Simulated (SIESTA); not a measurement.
# Os: 7 runs along one coordinate

System: Os (1 atom in the cell).
Method: Kohn-Sham DFT of a periodic cell, PBE, PseudoDojo 0.4 standard, converted to PSML, no spin polarisation (SIESTA 5.4.2).

The 7 runs differ only in the geometry, by an even scaling of the cell at fixed fractional positions. The structure derives from an entry of the Crystallography Open Database.

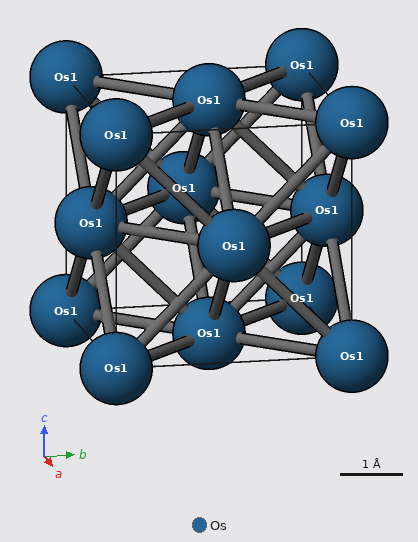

Figure 1. The structure of run 4 (ball-and-stick view of the cell 4 times as large as that of the calculation, set on its symmetry axes, seen slightly off an axis; atoms are numbered from 1 in the order of the input).

## Input of run 4
```
SystemName                      Os
SystemLabel                     Os
NumberOfSpecies                 1
NumberOfAtoms                   1
%block ChemicalSpeciesLabel
  1  76 Os
%endblock ChemicalSpeciesLabel
%include structure.fdf

%block kgrid.MonkhorstPack
   12   0   0  0.0
    0  12   0  0.0
    0   0  12  0.0
%endblock kgrid.MonkhorstPack
XC.Functional                   GGA
XC.Authors                      PBE
PAO.BasisSize                   DZP
PAO.EnergyShift                 0.002 Ry
Mesh.Cutoff                     800 Ry
OccupationFunction              FD
ElectronicTemperature           0.05 eV
MaxSCFIterations                120
SCF.MustConverge                false
SCF.Mixer.Method                Pulay
SCF.Mixer.Weight                0.25
SCF.Mixer.History               8
SCF.DM.Tolerance                5.0e-05
SCF.H.Tolerance                 1.0e-03 eV
WriteForces                     true
Charge.Mulliken                 end
Charge.Hirshfeld                end
Charge.Voronoi                  end
SaveRho                         true
SaveElectrostaticPotential      true
```

## File structure.fdf of run 4
```
LatticeConstant                 1.0 Ang
%block LatticeVectors
     0.0000000000     1.9450000000     1.9450000000
     1.9450000000     0.0000000000     1.9450000000
     1.9450000000     1.9450000000     0.0000000000
%endblock LatticeVectors
AtomicCoordinatesFormat         Fractional
%block AtomicCoordinatesAndAtomicSpecies
     0.0000000000     0.0000000000     0.0000000000  1  Os
%endblock AtomicCoordinatesAndAtomicSpecies
```

Command:
```bash
siesta Os.fdf > Os.out 2>&1
```

Run 5 has the same physical settings and fractional positions; its lattice vectors (Å) are:
```
   0.000000    1.957881    1.957881
   1.957881    0.000000    1.957881
   1.957881    1.957881    0.000000
```

## Results, with one run withheld

| run | volume per atom (Å³) | free energy per atom, from the lowest run given (meV) | pressure (GPa) |
| --- | --- | --- | --- |
| 1 | 13.833 | 32.49 | 18.45 |
| 2 | 14.127 | 7.69 | 8.58 |
| 3 | 14.422 | 0.00 | 0.15 |
| 4 | 14.716 | 6.56 | −7.01 |
| 5 | 15.010 | ? | ? |
| 6 | 15.305 | 56.52 | −19.59 |
| 7 | 15.599 | 97.51 | −24.86 |

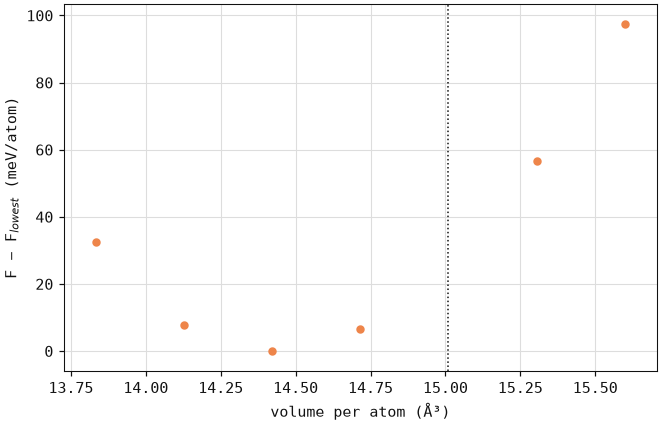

Figure 2. Free energy per atom of the runs given; the dotted line marks run 5.

What should run 5 give?

A cubic polynomial in V^(−2/3) (the Birch–Murnaghan form), fitted to the 6 runs given, misses them by at most 0.22 meV per atom. With x = V^(−2/3) − 0.16706 Å⁻², it reads F = 3.6284 − 4520 x + 1.3549e+06 x² + 4.5427e+06 x³ (meV per atom). At run 5 it gives 25.84 meV per atom, and the run itself gives 25.65. The slope of the fit gives a pressure −dF/dV of −13.78 GPa there, and the run prints −13.77 GPa. The fit has its minimum at 14.430 Å³ per atom, where V d²F/dV² gives 387 GPa: the bulk modulus at this level, since symmetry fixes the shape and the positions.

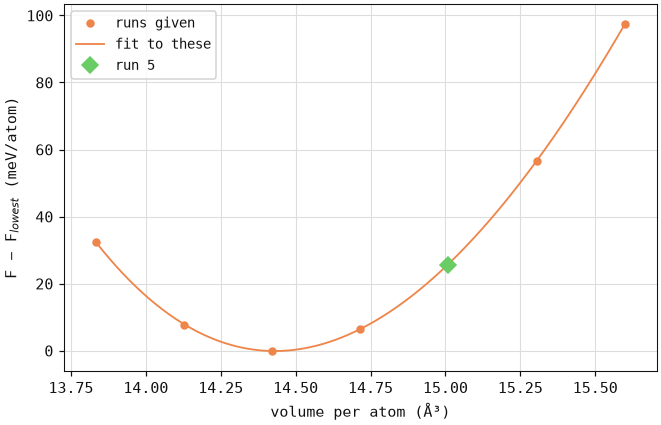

Figure 3. The fit and the withheld run.

## Some lines of the output (run 5)
```
[...]
outcell: Cell volume (Ang**3)        :     15.0103
stepf: Fermi-Dirac step function
siesta: Etot    =     -2752.559300
siesta: FreeEng =     -2752.563568
        iscf     Eharris(eV)        E_KS(eV)     FreeEng(eV)     dDmax    Ef(eV) dHmax(eV)
siesta: E_KS(eV) =            -2752.9695
siesta: E_KS - E_eggbox =     -2752.9695
siesta: Etot    =     -2752.969548
siesta: FreeEng =     -2752.974118
siesta:         Fermi =      -4.720821
siesta: Cell volume =         15.010287 Ang**3
    Orbital volume contribution        =           1.077767 eV
```

Notes: Spin–orbit coupling is left out, which matters for Os. With a small basis of atomic orbitals these values can differ much from converged plane-wave results.
